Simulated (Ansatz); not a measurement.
# Energy of Ru along a strain of the cell

System: Ru (Cmcm, 2 atoms in the cell).
Method: DFT PBE, scalar-relativistic, plane waves, PAW, no spin polarisation (Ansatz 0.2.0).

The 7 runs differ only in the geometry, by a strain of the cell at fixed fractional positions. Against run 4, the strain is εxx = −0.93 η and εyy = η. The structure derives from an entry of the Crystallography Open Database.

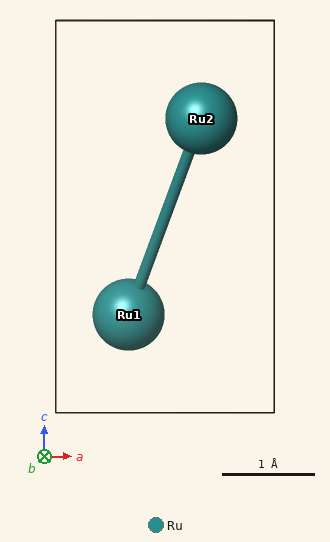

Figure 1. The structure of run 4 (ball-and-stick view of the cell of the calculation, along the b axis; atoms are numbered from 1 in the order of the input). An atom can appear more than once, as a periodic image.

## Input of run 4
```yaml
crystal:
  lattice:
    - [2.8072668093, 0.0, 0.0]
    - [-1.4036334046, 2.2554175499, 0.0]
    - [0.0, 0.0, 4.2819]
  atoms:
    - { symbol: Ru, position: [0.3333333333, 0.6666666667, 0.25] }
    - { symbol: Ru, position: [0.6666666667, 0.3333333333, 0.75] }
basis:
  ecutwfc: 420
kpoints:
  mp_grid: { grid: [24, 24, 12] }
hamiltonian:
  xc: pbe
scf:
  occupations: { method: gaussian, width: 0.15 }
output:
  forces: true
  stress: true
  eigenvalues: true
```

Command:
```bash
ansatz run input.yaml --threads 1 --pin off --max-ram 2560MiB --backend cpu --events-out ev --progress --plain --runs-dir out
```

Lattice vectors (Å) and fractional positions of run 4:
```
   2.807267    0.000000    0.000000
  -1.403633    2.255418    0.000000
   0.000000    0.000000    4.281900
Ru  0.333333  0.666667  0.250000
Ru  0.666667  0.333333  0.750000
```

Run 5 differs from it as follows:
```diff
-    - [2.8072668093, 0.0, 0.0]
-    - [-1.4036334046, 2.2554175499, 0.0]
+    - [2.6043318592, 0.0, 0.0]
+    - [-1.3021659296, 2.431164372, 0.0]
```

## Results, with one run withheld

```csv
run,strain parameter η (%),"free energy per atom, from the lowest run given (meV)",pressure (GPa)
1,−11.6883,536.33,28.17
2,−7.7922,331.07,18.93
3,−3.8961,134.54,11.28
4,0.0000,0.00,6.29
5,7.7922,?,?
6,15.5844,458.86,23.33
7,19.4805,872.73,39.41
```

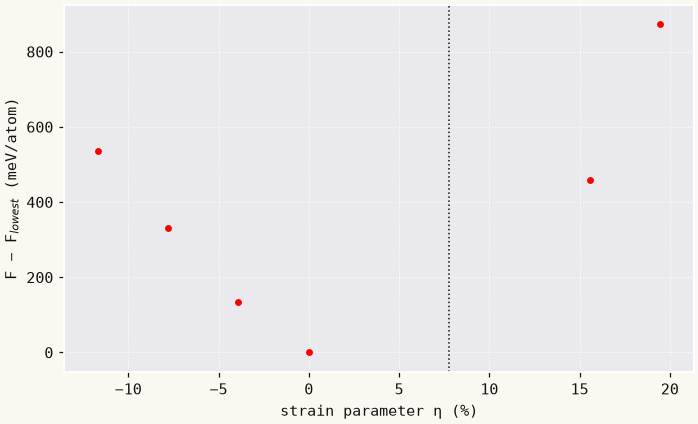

Figure 2. Free energy per atom of the runs given; the dotted line marks run 5.

Fit the runs given and predict run 5.

A cubic polynomial in the coordinate, fitted to the 6 runs given, misses them by at most 14.24 meV per atom. With x = η − 1.9481, it reads F = −22.935 − 12.038 x + 2.7988 x² + 0.046558 x³ (meV per atom). At run 5 it gives 11.60 meV per atom, and the run itself gives 4.57. The fit has its minimum at η = 3.9942 %. The miss comes from the order of the polynomial or from scatter in that run; these data can't tell which.

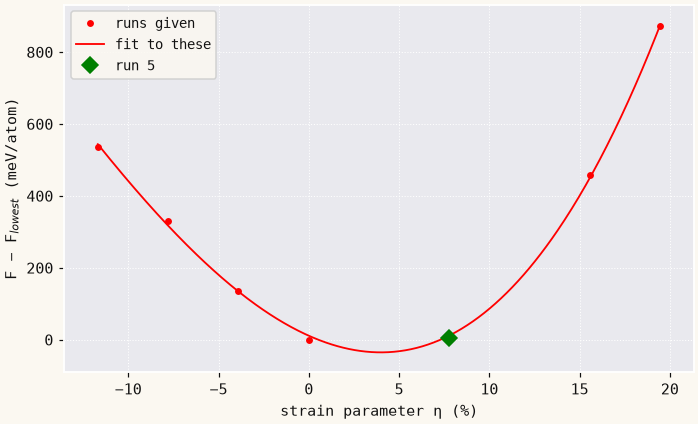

Figure 3. The fit and the withheld run.

## Output, shortened to warnings, some set-up lines, iterations and results (run 5)
```
Basis set: ecut = 420 eV, 547 PW (Γ), exchange–correlation on 36×40×60 points (8 copies of the dense FFT grid, shifted against one another)
Symmetry: 8 space group operations
k-points: 1099 of 6912
Initial density: superposition of atomic densities (neutral atoms: chi_scale 0, normalization atom), corrected by the library's trained network
[...]
SCF iter   1: F=—  HF=-11757.271684 eV  |F-HF|=—  |Δ(HF+E_count)|=         —  Δρ=6.58e-3  dr2=2.39e-3  ethr=1.77e-3  ⟨swp⟩=5.0  Hψ=85290  notcnv=0
SCF iter   2: F=—  HF=-11757.273983 eV  |F-HF|=—  |Δ(HF+E_count)|=   2.30e-3  Δρ=3.87e-3  dr2=8.53e-4  ethr=7.46e-6  ⟨swp⟩=2.0  Hψ=45970  notcnv=0
SCF iter   3: F=—  HF=-11757.275049 eV  |F-HF|=—  |Δ(HF+E_count)|=   1.07e-3  Δρ=2.80e-4  dr2=5.31e-6  ethr=2.67e-6  ⟨swp⟩=2.1  Hψ=29793  notcnv=0
SCF iter   4: F=—  HF=-11757.275016 eV  |F-HF|=—  |Δ(HF+E_count)|=   3.28e-5  Δρ=1.19e-4  dr2=7.82e-7  ethr=1.66e-8  ⟨swp⟩=2.0  Hψ=39598  notcnv=0
SCF iter   5: F=-11757.275017 eV  HF=-11757.275017 eV  |F-HF|=2.11e-9  |Δ(HF+E_count)|=   9.86e-7  Δρ=2.33e-5  dr2=4.09e-8  ethr=2.44e-9  ⟨swp⟩=2.1  Hψ=38473  notcnv=0
SCF iter   6: F=-11757.275017 eV  HF=-11757.275017 eV  |F-HF|=1.38e-10  |Δ(HF+E_count)|=   2.30e-8  Δρ=3.17e-6  dr2=1.10e-9  ethr=1.28e-10  ⟨swp⟩=2.4  Hψ=84923  notcnv=0
SCF 1 converged in 6 iterations: F = -11757.275017 eV  dr2 = 1.10e-9
SCF converged after 6 iterations
Free energy (F): -11757.275017 eV
Harris-Foulkes:  -11757.275017 eV  (|F-HF|=1.38e-10)
Internal energy: -11757.254738 eV  (E = F + TS)
E sigma→0 (E₀):  -11757.264877 eV
Entropy (-TS):   -0.020280 eV (-10.140 meV/atom)
Fermi energy:    23.587912 eV
--- Per-component energies (eV) ---
  E_band       = -104.714592
  E_kinetic    = 1029.314265
  E_local      = -2516.390323  (includes V_loc(G=0)·N_el)
  E_nonlocal   = 686.104906
  E_hartree    = 809.307489
  E_xc         = -381.537486
  E_vxc        = -479.058189  (∫ρ·V_xc dr)
  E_paw        = -6921.461421  (= ΣΔE_a)
  E_vpaw       = -443.298763  (= ΣTr[D̂ρ^β])
  E_aug_tail   = -0.000372  (compensation charges beyond the density's cutoff)
  E_ewald      = -4462.591795
  E_smearing   = -0.020280  (= −TS)
  E_closure    = -0.000000  (closes the sum)
  Σ components = -11757.275017   (vs F -11757.275017, Δ=0.00e0)
--- Forces (eV/Å), atoms counted from 1 ---
  atom   1  Ru     0.00000000     0.18729814     0.00000000
  atom   2  Ru     0.00000000    -0.18729814     0.00000000
  max |Σ_I F_I| component: 2.78e-17 eV/Å
--- Stress (GPa, compression-positive) ---
       24.208545       0.000000       0.000000
        0.000000      -8.876403       0.000000
        0.000000       0.000000       4.066252
  P = ⅓ Tr σ = 6.4661 GPa (64.661 kbar)
```
